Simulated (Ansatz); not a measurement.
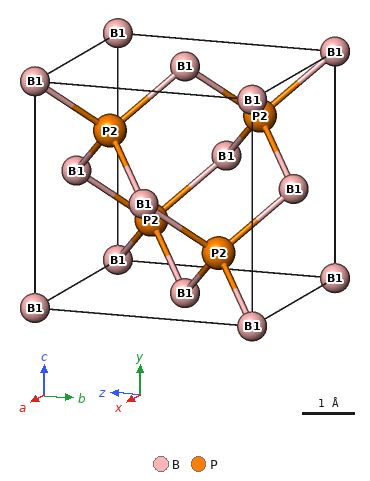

Solid BP (F-43m): the cell is strained equally along x and y and separately along z, with the atoms kept at their fractional coordinates. x, y and z are the Cartesian axes of the input. The picture shows the reference cell. A ball-and-stick model of the conventional cell (4 times the calculation's cell), seen slightly off an axis. Lengths and directions refer to the drawn axes.

Method: DFT PBE, scalar-relativistic, plane waves, PAW in Ansatz 0.2.0. Settings: plane-wave cutoff 420 eV; k-point mesh 10 × 10 × 10; occupations gaussian; smearing width 0.05 eV; no spin polarisation. Energies (free energies at the smearing named) are counted from the cell as listed in its source, which wasn't relaxed.

```
B P
1.0
     0.00000    2.26900    2.26900
     2.26900    0.00000    2.26900
     2.26900    2.26900    0.00000
B P
1 1
Cartesian
  0.0000 0.0000 0.0000
  3.4035 3.4035 3.4035
```

**Predict the energy profile on a grid with rows −0.080, −0.040, 0.000, 0.040, 0.080 and columns −0.080, −0.040, 0.000, 0.040, 0.080 (strain along x and y; strain along z).**

Rows: strain along x and y; columns: strain along z; values in meV/atom.

|  | −0.080 | −0.040 | 0.000 | 0.040 | 0.080 |
| --- | --- | --- | --- | --- | --- |
| −0.080 | 456 | 321 | 245 | 222 | 246 |
| −0.040 | 205 | 107 | 60 | 59 | 100 |
| 0.000 | 91 | 24 | 0 | 16 | 69 |
| 0.040 | 87 | 44 | 39 | 68 | 129 |
| 0.080 | 167 | 144 | 153 | 192 | 259 |

In pairs of (strain along x and y; strain along z): the lowest computed point lies at (0.000, 0.000) (0 meV/atom), the highest at (−0.080, −0.080) (456 meV/atom). The valley is tilted: raising the in-plane strain is made harder by raising the strain along z (cross term 0.28 of the geometric mean of the two curvatures). Over the ranges scanned the energy rises more along the first axis, the in-plane strain. The pressure runs from −23.4 GPa at (0.080, 0.080) to 67.1 GPa at (−0.080, −0.080). The band gap on the mesh, 1.24 eV in the reference, closes at 5 of the 25 computed points.

As a map, interpolated between the computed points (dots):

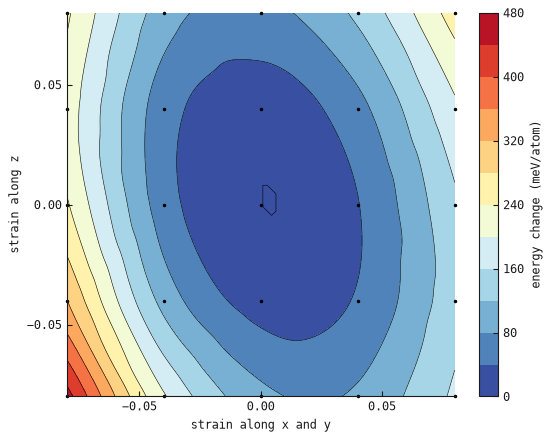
